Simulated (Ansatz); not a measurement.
```yaml
crystal:
  lattice:
    - [3.89692, 0.00000, 0.00000]
    - [-1.94846, 3.37484, 0.00000]
    - [0.00000, 0.00000, 9.54211]
  atoms:
    - { symbol: Si, position: [0.00000, 0.00000, 0.87707] }
    - { symbol: Si, position: [0.66667, 0.33333, 0.53980] }
    - { symbol: Ge, position: [0.33333, 0.66667, 0.20802] }
    - { symbol: Ge, position: [0.66667, 0.33333, 0.79198] }
    - { symbol: Si, position: [0.33333, 0.66667, 0.46020] }
    - { symbol: Si, position: [0.00000, 0.00000, 0.12293] }
```

Space group P-3m1; started from the ordered alloy on diamond lattice prototype, which need not be the ambient phase.

All numbers below come from Ansatz, DFT, r2SCAN, plane waves, PAW.

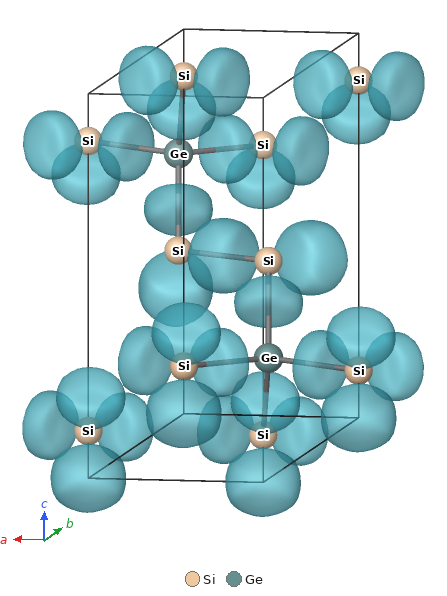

Si₂Ge. Isosurface of the electron localisation function at 0.7 (cyan), seen at an oblique angle. Only the valence region is drawn (cores and ρ < 0.01 e/Å³ removed). Sticks mark near contacts.

Core electrons are frozen (PAW), and the valence fields are smoothed inside the atomic spheres.

> What do the ELF domains correspond to?

At this value the surface marks out eight regions between bonded Ge–Si atoms (shared pairs) and four regions between bonded Si–Si atoms (shared pairs), counted in one cell of 6 atoms. Regions shared between cells count once. Profiles from the grid: Si–Si (2.35 Å): the ELF peaks at about 0.95 between the atoms; localised, covalent bonding. Si–Ge (2.39 Å): the ELF peaks at about 0.95 between the atoms; localised, covalent bonding.

> Metal or insulator at this level of theory?

It is gapped, with a Kohn–Sham gap of 0.74 eV on the k-point mesh (the band edges may lie off the mesh, which would make the gap smaller).
